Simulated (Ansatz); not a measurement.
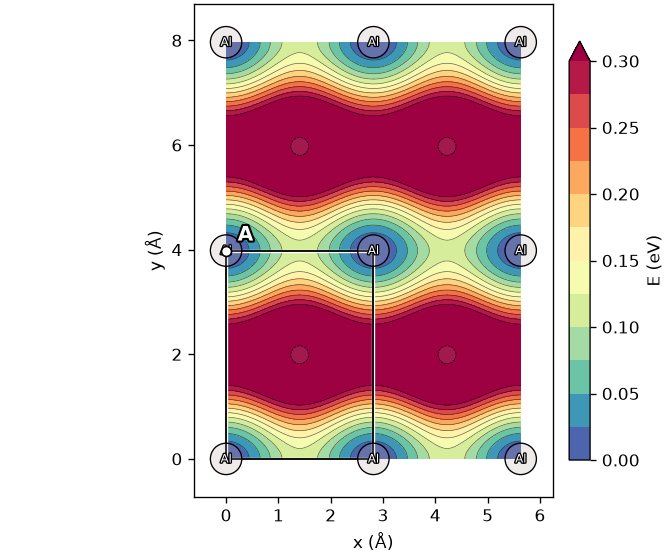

Au on an Al(110) slab cut from the Fm-3m phase, its upper half relaxed before the scan (16 atoms of substrate and one adsorbate in a 2 × 2 cell). Au is moved over the surface cell at a fixed height above a rigid substrate; the origin of the map has the adsorbate above Al13; the height is held at 3.00 Å. Places are given modulo a cell vector. The map is drawn in real space over the plane of the surface. The grid has 6 × 8 points; 20 points were computed and 28 follow by symmetry. Places are given in fractions of the 1 × 1 surface cell. Energies are in eV, from the lowest grid point. The runs have no spin polarisation, so an open-shell adsorbate far from the surface lies too high. At a fixed height the lowest place need not be the adsorption site. The calculation used Ansatz 0.2.0, DFT PBE+D3(BJ), scalar-relativistic, plane waves, PAW. Settings: cutoff 420 eV, k-mesh 5×4×1, gaussian smearing 0.1 eV, no spin polarisation.

The picture shows filled contours, labelled circles for the atoms of the top layer and small ones for the second layer, the outline of one cell of the 2 × 2 shown, one colour for all values above the top of the scale, the point A. Between grid points the surface is interpolated.

Find the lowest pass out of the well at A.

Answer. The easiest path leads from the well at the top site over a surface Al atom, (0/6, 0/8) of the cell vectors to its copy one period on. Its highest point lies about 0.12 eV above the bottom of the first well on the interpolated surface, at a bridge site between two Al atoms, (3/6, 0/8) of the cell vectors. This is the barrier on the constrained surface; relaxing the other coordinates would change it.

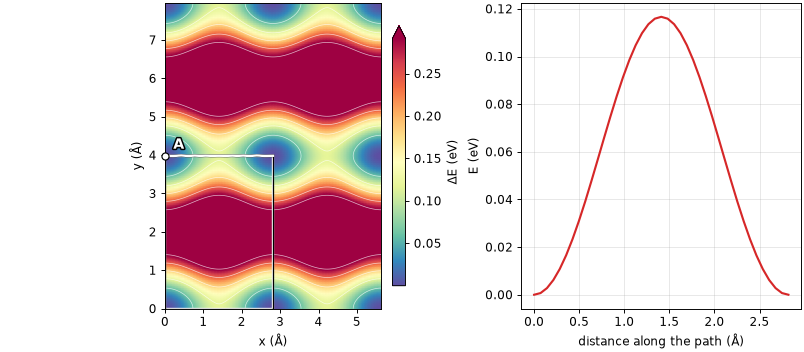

In the figure: a smooth colour map with a few white contour lines, a line along the lowest path, the outline of one cell of the 2 × 2 shown, one colour for all values above the top of the scale, the energy along the path at the right. Between grid points the surface is interpolated.
